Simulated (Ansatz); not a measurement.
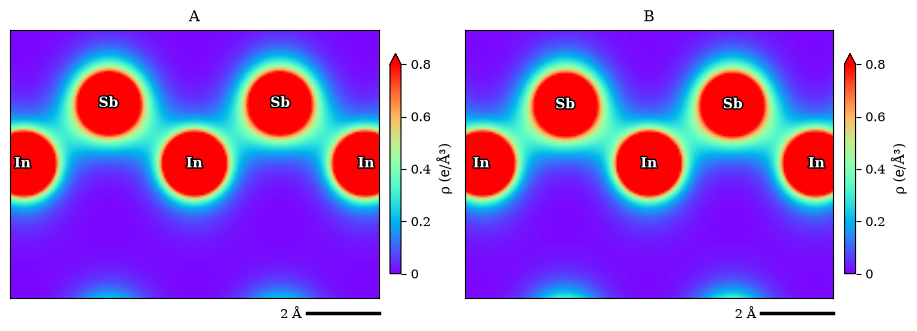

InSb. The valence charge density (pseudo) of two cells that differ in size, on the (011̄) plane of each (indices in the axes of the calculation cell), at one length scale and on one colour scale: A has 38.0 Å³ an atom and B 35.3.

Theory: DFT, PBE, plane waves, PAW (Ansatz).

The density is the valence pseudo-density of a PAW calculation; it isn't the true density close to the nuclei.

The larger cell:

```yaml
crystal:
  lattice:
    - [0.00000, 3.36150, 3.36150]
    - [3.36150, 0.00000, 3.36150]
    - [3.36150, 3.36150, 0.00000]
  atoms:
    - { symbol: In, position: [0.00000, 0.00000, 0.00000] }
    - { symbol: Sb, position: [0.25000, 0.25000, 0.25000] }
```

The smaller cell: a = 4.638 Å, b = 4.638 Å, c = 4.650 Å, α = 59.92°, β = 59.92°, γ = 59.83°.

Q: What does the compression do to the bonding and the properties?

A: From the larger cell to the smaller, In–Sb goes from 2.91 to 2.84 Å, and the density at its midpoint from 0.31 to 0.35 e/Å³; the pressure goes from −1.3 to 1.4 GPa.
